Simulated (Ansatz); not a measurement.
```xyz
9
Lattice="5.1062 0.0000 0.0000 -2.5531 4.4221 0.0000 0.0000 0.0000 4.7652" Properties=species:S:1:pos:R:3 pbc="T T T"
Ta    1.7024    2.9486    3.5872
Ta   -0.8507    1.4734    3.5872
Ta    1.7014    0.0000    3.5872
Ta    0.8507    1.4734    1.1780
Ta   -1.7024    2.9486    1.1780
Ta    3.4048    0.0000    1.1780
N     2.5531    1.4740    2.3826
N     0.0000    2.9481    2.3826
N     0.0000    0.0000    0.0000
```

Space group P-31m; a structure from a database of computed crystals, not necessarily the ambient phase; changed on purpose from its base cell (strain -0.030 along x and y, -0.030 along z, atoms carried along); computed pressure about 34 GPa in this cell; computed without spin polarisation.

Method: DFT PBEsol, scalar-relativistic, plane waves, PAW in Ansatz.

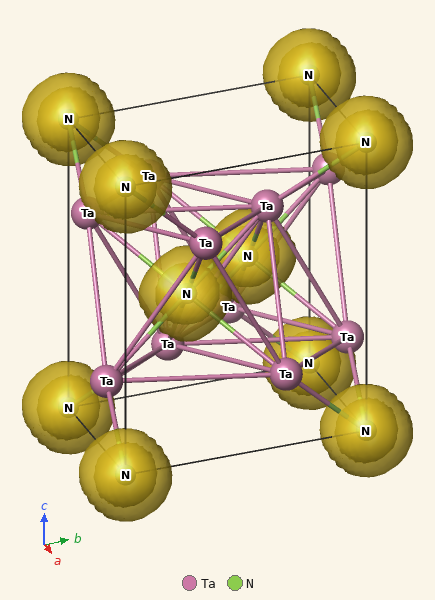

Ta2N. Isosurface of the electron localisation function at 0.75 (yellow), seen slightly off an axis. Core shells and regions of very low density are left out. Sticks mark near contacts.

In a PAW calculation such maps are meaningful between the atoms, not at the nuclei.

Describe the localisation domains.

The surface consists of three regions wrapped around N (the valence shell of each), counted in one cell of 9 atoms. Any copies at cell faces, edges or corners count once.

Values along the shortest contacts:
Ta–N (2.07 Å): the ELF peaks at about 0.80 in the valence shell of N, 0.6 Å from its nucleus, and drops to about 0.20 between the two atoms: no shared electron pair shows on this line. Ta–Ta (2.91 Å): the ELF is about 0.20 at the midpoint (no localised pair shows between them).

Does the calculation make it a metal, or give it a gap?

It is metallic or semimetallic at this level of theory: no gap opens; semilocal functionals without U, or without the true magnetic order, often close the gap of such compounds.
